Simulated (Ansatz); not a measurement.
Input file:

```
crystal:
  lattice:
    - [0.0, 2.2507757578, 2.2507757578]
    - [2.2507757578, 0.0, 2.2507757578]
    - [2.2507757578, 2.2507757578, 0.0]
  atoms:
    - { symbol: Hf, position: [-0.0322649315, 0.0854689739, -0.0158362982] }
    - { symbol: "N", position: [0.5322649315, 0.4145310261, 0.5158362982] }
basis:
  ecutwfc: 420
kpoints:
  mp_grid: { grid: [14, 14, 14] }
hamiltonian:
  xc: pbesol
scf:
  occupations: { method: gaussian, width: 0.15 }
output:
  forces: true
  stress: true
  eigenvalues: true
  write_density: true
  write_potential: true
  elf: true
  volumetric_format: npy
relax:
  adjacent_minimum: "off"
  f_tol: 0.01
  max_steps: 80
  cell: { stress_tol: 0.1 }
```

Run with:

```sh
ansatz run input.yaml --threads 2 --pin off --max-ram 5120MiB --backend cpu --events-out ev --progress --plain --runs-dir out
```

Below, planes, directions and counts refer to the conventional cell (a = 4.50 Å, b = 4.50 Å, c = 4.50 Å, α = 90.00°, β = 90.00°, γ = 90.00°).

The fields are those of the run's last geometry, not of the input's.

Space group Fm-3m; changed on purpose from its base cell (atom 2 moved 0.45 A; relaxed back); computed without spin polarisation.

All numbers below come from DFT PBEsol, scalar-relativistic, plane waves, PAW in Ansatz 0.2.0.

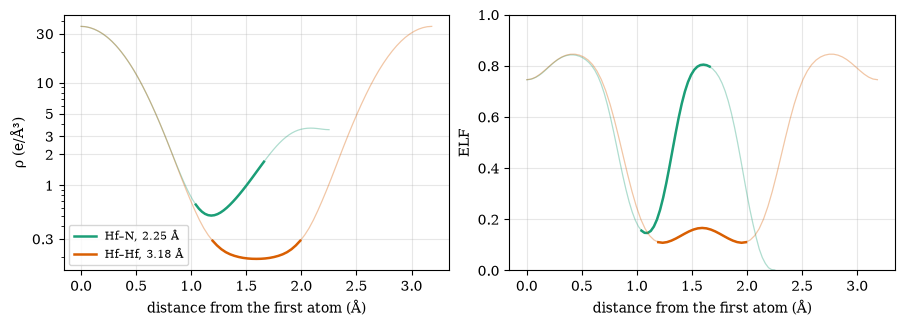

HfN. Valence electron density and electron localisation function along straight lines between neighbouring atoms. Thin, pale parts lie inside the atomic spheres.

In a PAW calculation such maps are meaningful between the atoms, not at the nuclei.

Compare the contacts.

Hf–N (2.25 Å): the density is about 0.53 e/Å³ at the midpoint; the ELF peaks at about 0.80 in the valence shell of N, 0.6 Å from its nucleus, and drops to about 0.15 between the two atoms; no localised pair shows between them.
Hf–Hf (3.18 Å): the density is about 0.19 e/Å³ at the midpoint; the ELF is about 0.15 at the midpoint: no shared electron pair shows on this line.
